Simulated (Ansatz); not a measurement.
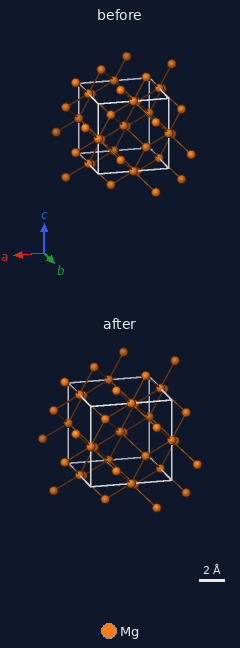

The structure of solid Mg (built on the diamond_227 type) (coarse preliminary run) before (top) and after (bottom) a relaxation, at one scale.

A ball-and-stick model of the conventional cell (4 times the calculation's cell), seen from a free direction. Lengths and directions refer to the drawn axes.

Case: diamond type (Fd-3m, No. 227).

The calculation used DFT PBEsol, scalar-relativistic, plane waves, PAW (Ansatz).

Input
```yaml
crystal:
  lattice:
    - [0.0, 2.9468562911, 2.9468562911]
    - [2.9468562911, 0.0, 2.9468562911]
    - [2.9468562911, 2.9468562911, 0.0]
  atoms:
    - { symbol: Mg, position: [0.5, 0.5, 0.5] }
    - { symbol: Mg, position: [0.75, 0.75, 0.75] }
basis:
  ecutwfc: 420
kpoints:
  mp_grid: { grid: [6, 6, 6] }
hamiltonian:
  xc: pbesol
scf:
  occupations: { method: gaussian, width: 0.1 }
  lower_state_search: "off"
output:
  forces: true
  stress: true
  eigenvalues: true
relax:
  adjacent_minimum: "off"
  f_tol: 0.04
  max_steps: 70
  cell: { stress_tol: 0.4 }
```

> Describe what moved and what it gained.

The atoms keep their places relative to the cell (all moves are under 0.005 Å). Cell: a = b = c 5.894 → 6.758 Å (+14.7 %). Volume +50.8 %. Some distances before and after: Mg1–Mg2 2.552 → 2.926 Å. The space group stays Fd-3m (No. 227). After 4 accepted moves (5 points after the start) the energy has fallen by 347 meV per atom. All forces vanish by symmetry, so only the cell relaxes. The pressure goes from 11.25 to 0.34 GPa. The SCF was repeated once at an unchanged geometry on a basis and grid sized afresh for the cell, which shifted the energy by 7.5 meV per atom at most. The run took roughly 5 core-seconds on a shared host.
